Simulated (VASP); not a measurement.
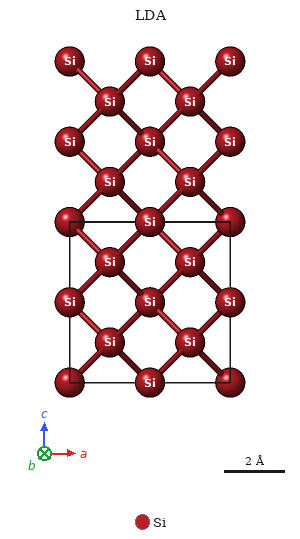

Crystalline Si (set up in Fd-3m), relaxed (cell and atoms) with several functionals. The picture shows the result with LDA. Style: ball-and-stick. Shown: the conventional cell (4 times the calculation's cell), repeated 1 × 1 × 2 with one cell outlined, along the b axis. Lengths and directions refer to the drawn axes.

Computed with VASP 6.6.1: VASP PAW LDA potentials, recommended; VASP PAW PBE potentials, recommended (each functional with its own set). Settings: plane-wave cutoff 600 eV; k-point mesh 8 × 8 × 8; occupations fermi-dirac; smearing width 0.05 eV; no spin polarisation.

```tsv
functional	volume (Å³/atom)	a (Å)
LDA	19.718	5.403
optB88-vdW	20.449	5.469
rev-vdW-DF2	?	?
BLYP	21.205	5.536
r2SCAN	20.121	5.440
PW91	20.445	5.469
RPBE	20.769	5.498
SCAN	19.988	5.428
PBEsol	20.077	5.436
vdW-DF-cx	20.196	5.447
AM05	20.092	5.437
revPBE	20.682	5.490
PBE	20.444	5.469
```

**One row is withheld. What does the calculation give there?**

With rev-vdW-DF2 the volume falls between vdW-DF-cx (20.196) and PBE (20.444). The calculation gives 20.298 Å³/atom (a = 5.456 Å). In order of volume: LDA < SCAN < PBEsol < AM05 < r2SCAN < vdW-DF-cx < rev-vdW-DF2 < PBE ≈ PW91 ≈ optB88-vdW < revPBE < RPBE < BLYP; the spread is 7.5 %.
